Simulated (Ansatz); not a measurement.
## Ti: 7 runs along one coordinate

System: Ti (Cmmm, 3 atoms in the cell).
Method: DFT PBEsol, scalar-relativistic, plane waves, PAW, no spin polarisation (Ansatz 0.2.0).

The 7 runs differ only in the geometry, by a strain of the cell at fixed fractional positions. Against run 4, the strain is εxx = −0.99 η and εyy = η. The structure derives from a Materials Project entry.

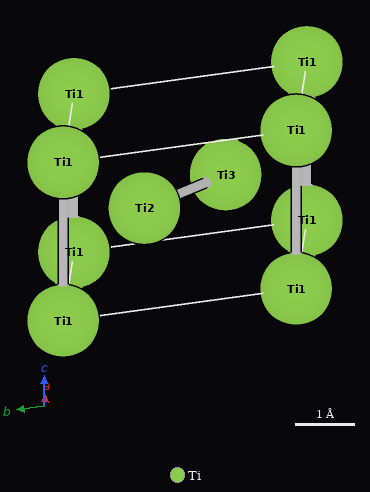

Figure 1. The structure of run 4 (ball-and-stick view of the cell of the calculation, seen at an oblique angle; atoms are numbered from 1 in the order of the input). An atom can appear more than once, as a periodic image.

## Input of run 4
```yaml
crystal:
  lattice:
    - [4.5378665015, 0.0, 0.0]
    - [-2.2689332507, 3.8908041104, 0.0]
    - [0.0, 0.0, 2.7987936488]
  atoms:
    - { symbol: Ti, position: [0.0, 0.0, 0.0] }
    - { symbol: Ti, position: [0.3333333333, 0.6666666667, 0.5] }
    - { symbol: Ti, position: [0.6666666667, 0.3333333333, 0.5] }
basis:
  ecutwfc: 420
kpoints:
  mp_grid: { grid: [12, 12, 18] }
hamiltonian:
  xc: pbesol
scf:
  occupations: { method: gaussian, width: 0.15 }
output:
  forces: true
  stress: true
  eigenvalues: true
```

Command:
```bash
ansatz run input.yaml --threads 1 --pin off --max-ram 2560MiB --backend cpu --events-out ev --progress --plain --runs-dir out
```

Lattice vectors (Å) and fractional positions of run 4:
```
   4.537867    0.000000    0.000000
  -2.268933    3.890804    0.000000
   0.000000    0.000000    2.798794
Ti  0.000000  0.000000  0.000000
Ti  0.333333  0.666667  0.500000
Ti  0.666667  0.333333  0.500000
```

Run 6 differs from it as follows:
```diff
-    - [4.5378665015, 0.0, 0.0]
-    - [-2.2689332507, 3.8908041104, 0.0]
+    - [4.4475607005, 0.0, 0.0]
+    - [-2.2237803502, 3.9690112282, 0.0]
```

## Results, with one run withheld

```csv
run,strain parameter η (%),"free energy per atom, from the lowest run given (meV)",pressure (GPa)
1,−1.5075,4.53,0.05
2,−1.0050,2.43,0.02
3,−0.5025,0.92,0.00
4,0.0000,0.00,−0.01
5,1.5075,0.92,0.00
6,2.0101,?,?
7,2.5126,4.54,0.05
```

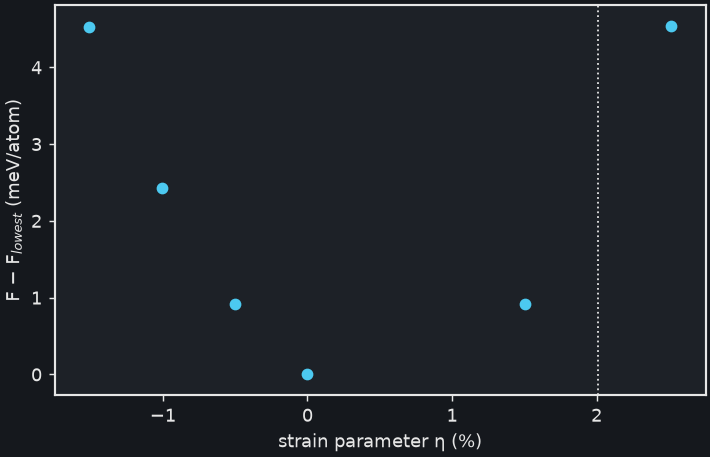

Figure 2. Free energy per atom of the runs given; the dotted line marks run 6.

What should run 6 give?

A cubic polynomial in the coordinate, fitted to the 6 runs given, misses them by at most 0.01 meV per atom. With x = η − 0.1675, it reads F = −0.1575 − 0.80089 x + 1.1948 x² + 0.00046854 x³ (meV per atom). At run 6 it gives 2.43 meV per atom, and the run itself gives 2.43. The fit has its minimum at η = 0.5026 %.

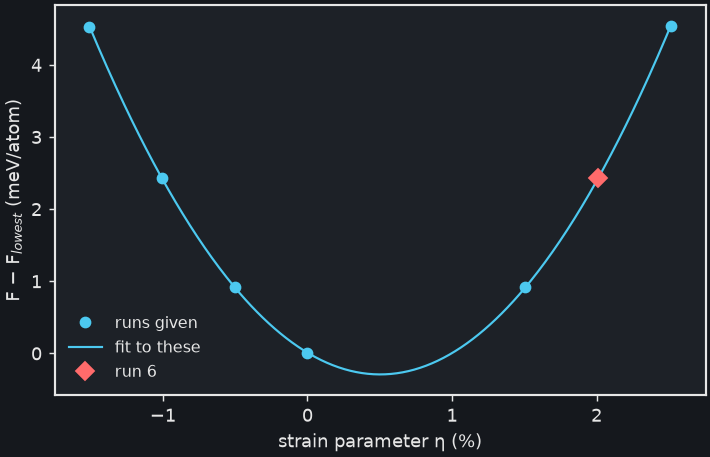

Figure 3. The fit and the withheld run.

## Output, shortened to warnings, some set-up lines, iterations and results (run 6)
```
Basis set: ecut = 420 eV, 947 PW (Γ), exchange–correlation on 60×64×40 points (8 copies of the dense FFT grid, shifted against one another)
Symmetry: 8 space group operations
k-points: 430 of 2592
Initial density: superposition of atomic densities (neutral atoms: chi_scale 0, normalization atom), corrected by the library's trained network
[...]
SCF iter   1: F=—  HF=-7421.761120 eV  |F-HF|=—  |Δ(HF+E_count)|=         —  Δρ=1.26e-2  dr2=8.32e-2  ethr=1.77e-3  ⟨swp⟩=3.6  Hψ=30275  notcnv=0
SCF iter   2: F=—  HF=-7421.745124 eV  |F-HF|=—  |Δ(HF+E_count)|=   1.60e-2  Δρ=6.69e-3  dr2=2.90e-2  ethr=2.31e-4  ⟨swp⟩=1.9  Hψ=13815  notcnv=0
SCF iter   3: F=—  HF=-7421.739641 eV  |F-HF|=—  |Δ(HF+E_count)|=   5.48e-3  Δρ=4.70e-4  dr2=7.90e-5  ethr=8.06e-5  ⟨swp⟩=2.0  Hψ=11571  notcnv=0
SCF iter   4: F=—  HF=-7421.739634 eV  |F-HF|=—  |Δ(HF+E_count)|=   6.86e-6  Δρ=1.79e-4  dr2=1.28e-5  ethr=2.20e-7  ⟨swp⟩=2.0  Hψ=17532  notcnv=0
SCF iter   5: F=—  HF=-7421.739633 eV  |F-HF|=—  |Δ(HF+E_count)|=   5.60e-7  Δρ=3.18e-5  dr2=5.60e-7  ethr=3.55e-8  ⟨swp⟩=2.0  Hψ=16749  notcnv=0
SCF iter   6: F=—  HF=-7421.739633 eV  |F-HF|=—  |Δ(HF+E_count)|=   1.86e-7  Δρ=1.65e-5  dr2=3.24e-7  ethr=2.78e-10  ⟨swp⟩=5.1  Hψ=36464  notcnv=0
SCF iter   7: F=-7421.739633 eV  HF=-7421.739633 eV  |F-HF|=8.48e-9  |Δ(HF+E_count)|=   7.56e-8  Δρ=4.04e-6  dr2=1.13e-8  ethr=2.78e-10  ⟨swp⟩=2.0  Hψ=32019  notcnv=0
SCF 1 converged in 7 iterations: F = -7421.739633 eV  dr2 = 1.13e-8
SCF converged after 7 iterations
Free energy (F): -7421.739633 eV
Harris-Foulkes:  -7421.739633 eV  (|F-HF|=8.48e-9)
Internal energy: -7421.708357 eV  (E = F + TS)
E sigma→0 (E₀):  -7421.723995 eV
Entropy (-TS):   -0.031276 eV (-10.425 meV/atom)
Fermi energy:    13.979519 eV
--- Per-component energies (eV) ---
  E_band       = -442.337615
  E_kinetic    = 820.346466
  E_local      = -2362.316485  (includes V_loc(G=0)·N_el)
  E_nonlocal   = 28.628412
  E_hartree    = 974.763529
  E_xc         = -291.177049
  E_vxc        = -365.956515  (∫ρ·V_xc dr)
  E_paw        = -3068.106010  (= ΣΔE_a)
  E_vpaw       = -512.563269  (= ΣTr[D̂ρ^β])
  E_aug_tail   = 0.000330  (compensation charges beyond the density's cutoff)
  E_ewald      = -3524.265704
  E_core_change = 0.418153  (= ΣΔE_core)
  E_smearing   = -0.031276  (= −TS)
  E_closure    = 0.000000  (closes the sum)
  Σ components = -7421.739633   (vs F -7421.739633, Δ=0.00e0)
--- Forces (eV/Å), atoms counted from 1 ---
  atom   1  Ti     0.00000000     0.00000000     0.00000000
  atom   2  Ti    -0.00000000    -0.01387334     0.00000000
  atom   3  Ti     0.00000000     0.01387334     0.00000000
  max |Σ_I F_I| component: 0.00e0 eV/Å
--- Stress (GPa, compression-positive) ---
        1.769941      -0.000000       0.000000
       -0.000000      -1.761496       0.000000
        0.000000       0.000000       0.053753
  P = ⅓ Tr σ = 0.0207 GPa (0.207 kbar)
```
